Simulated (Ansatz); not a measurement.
This input was run:

```
crystal:
  lattice:
    - [0.0, 4.0910612952, 4.2480470647]
    - [2.3808780416, 0.0, 4.2480470647]
    - [2.3808780416, 4.0910612952, 0.0]
  atoms:
    - { symbol: Ti, position: [0.75, 0.75, 0.75] }
    - { symbol: Ti, position: [0.5, 0.5, 0.5] }
    - { symbol: Si, position: [0.0861670625, 0.4138329375, 0.0861670625] }
    - { symbol: Si, position: [0.4138329375, 0.0861670625, 0.4138329375] }
    - { symbol: Si, position: [0.1638329375, 0.8361670625, 0.1638329375] }
    - { symbol: Si, position: [0.8361670625, 0.1638329375, 0.8361670625] }
basis:
  ecutwfc: 420
kpoints:
  mp_grid: { grid: [10, 10, 10] }
  band_path:
    path:
      - [[0.0, 0.0, 0.0], [0.5, 0.0, 0.5], [1.0, 0.5, 0.5], [0.5, 0.5, 0.0], [0.0, 0.0, 0.0], [0.0, 0.4132025, 0.4132025]]
      - [[1.0, 0.5867975, 0.5867975], [1.0, 0.5, 0.5]]
      - [[0.5, 0.0, 0.5], [0.5, 0.24385752, 0.74385752]]
      - [[0.5, 0.75614248, 0.25614248], [0.5, 0.5, 0.0]]
    npoints: 14
hamiltonian:
  xc: pbesol
scf:
  occupations: { method: gaussian, width: 0.1 }
  n_extra_bands: 15
output:
  forces: true
  stress: true
  eigenvalues: true
  populations: true
  dos: { projected: true, de: 0.02, nscf_kmesh: { grid: [15, 15, 15] } }
  bader: true
  write_density: true
  write_potential: true
  elf: true
  volumetric_format: npy
```

Launched with:
```bash
ansatz run input.yaml --threads 2 --pin off --max-ram 5120MiB --backend cpu --events-out ev --progress --plain --runs-dir out
```

What will the band structure and density of states look like? The path is Γ–Y–T–Z–Γ–Σ0|U0–T|Y–C0|A0–Z.

A metal: 4 bands cross the Fermi level along this path. Bands cross the Fermi level on Γ–Y, Z–Γ, Γ–Σ0 and U0–T, and not on Y–T, T–Z, Y–C0 and A0–Z. At Z the nearest levels lie 1.01 eV below and 0.77 eV above the Fermi level. The density of states at the Fermi level is about 2.2 per eV and cell (mean within 0.25 eV), or 0.36 per atom.

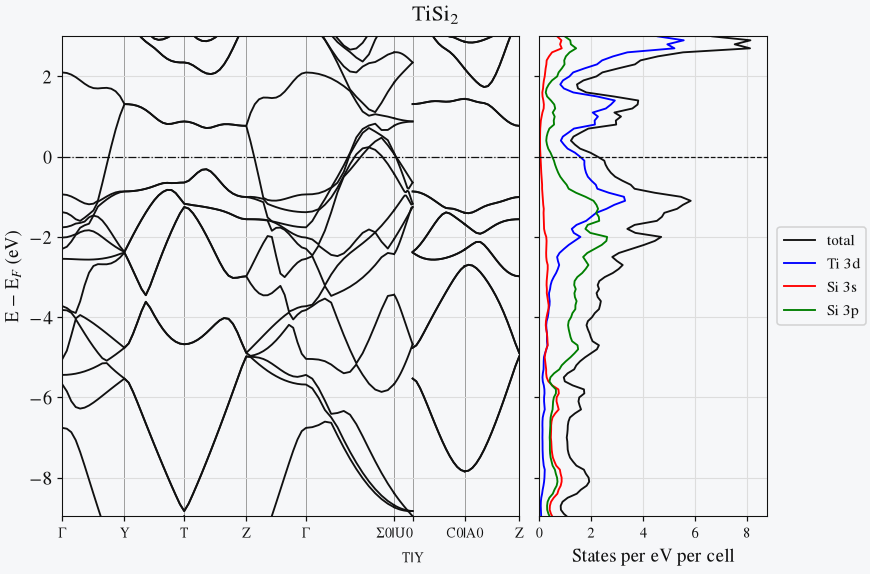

Band structure and density of states. Energies are counted from the Fermi level. The partial curves are projected on Löwdin-orthogonalised atomic shells.
